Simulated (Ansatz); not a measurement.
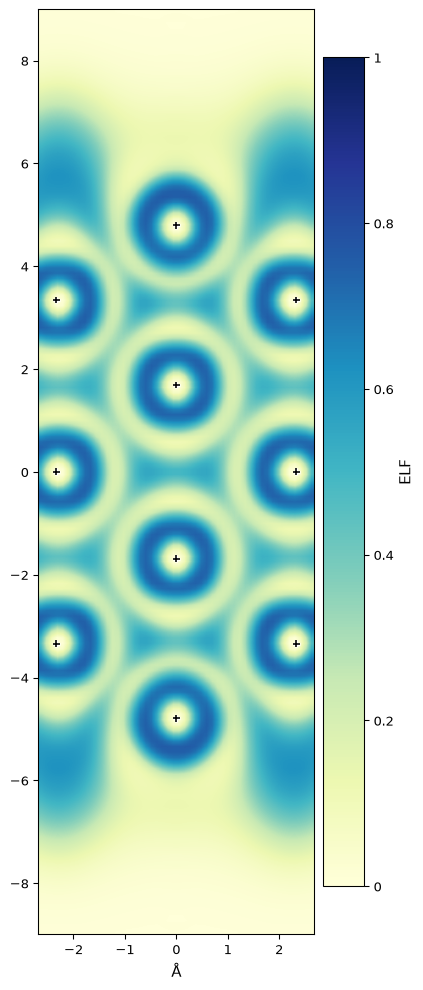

The ELF on a plane through atoms (crosses mark nuclei in the plane).

Level of theory: Ansatz, DFT r2SCAN, scalar-relativistic, plane waves, PAW.

Candidates:
A. SrTiO3, a = 3.94 Å, b = 3.94 Å, c = 3.94 Å, α = 90.00°, β = 90.00°, γ = 90.00°. Space group Pm-3m; computed pressure about −4 GPa in this cell; the program warned that a starting moment wasn't kept; spin-polarised, but the moments vanished.
B. Ta (slab), a = 3.30 Å, b = 3.30 Å, c = 24.91 Å, α = 90.00°, β = 90.00°, γ = 90.00°. Computed without spin polarisation.

Question: Which system is this?

Answer: Candidate B: Ta on the (11̄0) plane of the calculation cell, a cut from vacuum to vacuum, which holds Ta. Ta–Ta (2.75 Å): the ELF is about 0.30 at the midpoint; no localised pair shows between them. Ta–Ta (2.86 Å): the ELF is about 0.30 at the midpoint.
